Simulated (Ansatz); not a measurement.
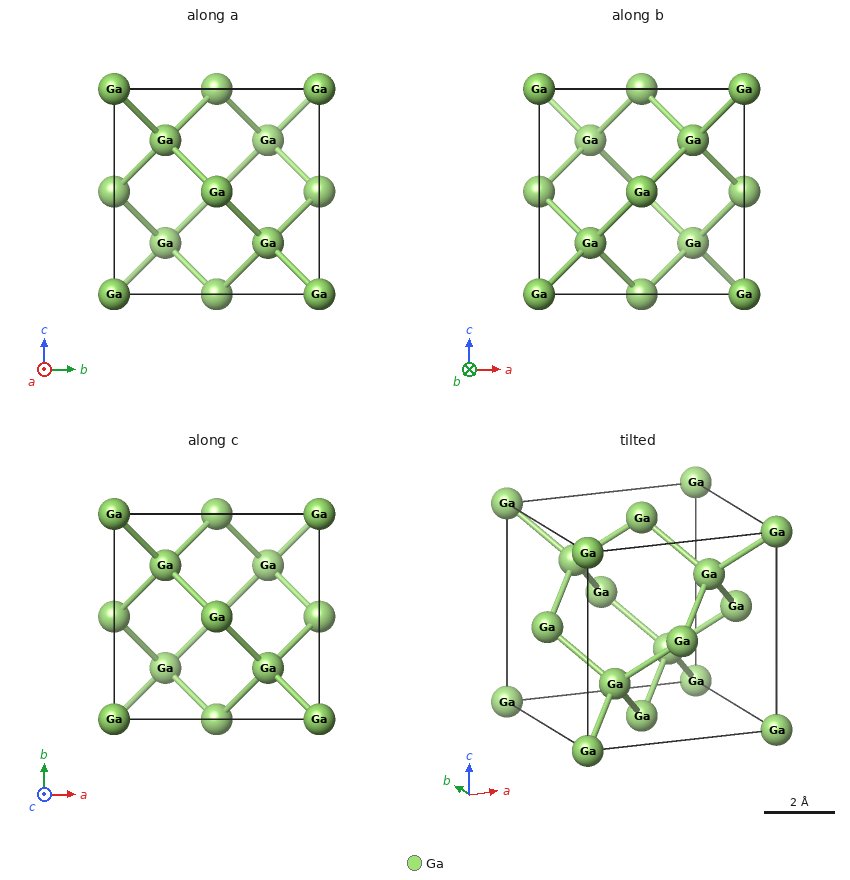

Ball-and-stick drawing of the structure, looking along the a axis, along the b axis, along the c axis and slightly off an axis. One conventional unit cell is framed, with atoms on its boundary repeated.

Lattice parameters: a = 5.8773 Å, b = 5.8773 Å, c = 5.8773 Å, α = 90.000°, β = 90.000°, γ = 90.000°.

Record the structure as a CIF in P1 with every atom of the cell.

```cif
data_structure
_symmetry_space_group_name_H-M 'P 1'
_symmetry_Int_Tables_number 1
_cell_length_a 5.8773
_cell_length_b 5.8773
_cell_length_c 5.8773
_cell_angle_alpha 90.000
_cell_angle_beta 90.000
_cell_angle_gamma 90.000
_cell_volume 203.02
loop_
_atom_site_label
_atom_site_type_symbol
_atom_site_fract_x
_atom_site_fract_y
_atom_site_fract_z
_atom_site_occupancy
Ga1 Ga 0.0000 0.0000 0.0000 1
Ga2 Ga 0.2500 0.7500 0.7500 1
Ga3 Ga 0.0000 0.5000 0.5000 1
Ga4 Ga 0.2500 0.2500 0.2500 1
Ga5 Ga 0.5000 0.0000 0.5000 1
Ga6 Ga 0.7500 0.7500 0.2500 1
Ga7 Ga 0.5000 0.5000 0.0000 1
Ga8 Ga 0.7500 0.2500 0.7500 1
```

The cell started as a structure type filled with this element by a generator (whether the element takes this form wasn't checked). Earlier steps of the study may have refined or changed the cell and positions. It was run through Ansatz as a DFT input.
